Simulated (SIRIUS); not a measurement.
```xyz
6
Lattice="3.5182 0.0000 0.0000 -1.7591 3.0469 0.0000 0.0000 0.0000 13.9736" Properties=species:S:1:pos:R:3 pbc="T T T"
Te    1.7591    1.0156    5.2960
Te    0.0000    2.0312   12.2828
Te    1.7591    1.0156    1.6908
Te    0.0000    2.0312    8.6776
Mo    1.7591    1.0156   10.4802
Mo    0.0000    2.0312    3.4934
```

Space group P6₃/mmc.

Theory: Kohn-Sham DFT of a periodic cell, PBEsol, all-electron FP-LAPW (SIRIUS 7.12.0).

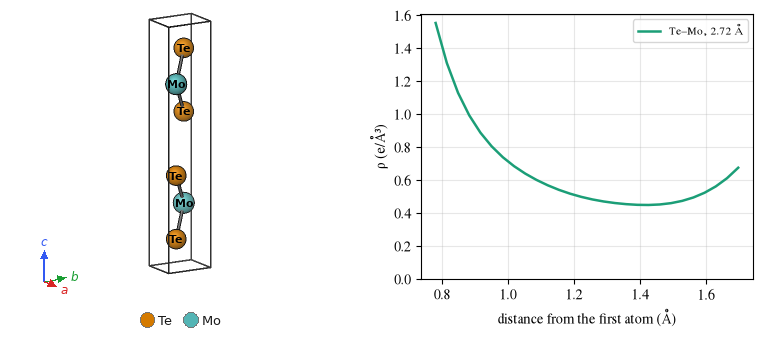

Te$_{2}$Mo. Electron density along straight lines between neighbouring atoms. The curves leave out the atomic cores. The structure is drawn too.

The calculation treats all electrons.

### What can be read from the curves?

Te–Mo (2.72 Å): the density is about 0.45 e/Å³ at the midpoint.
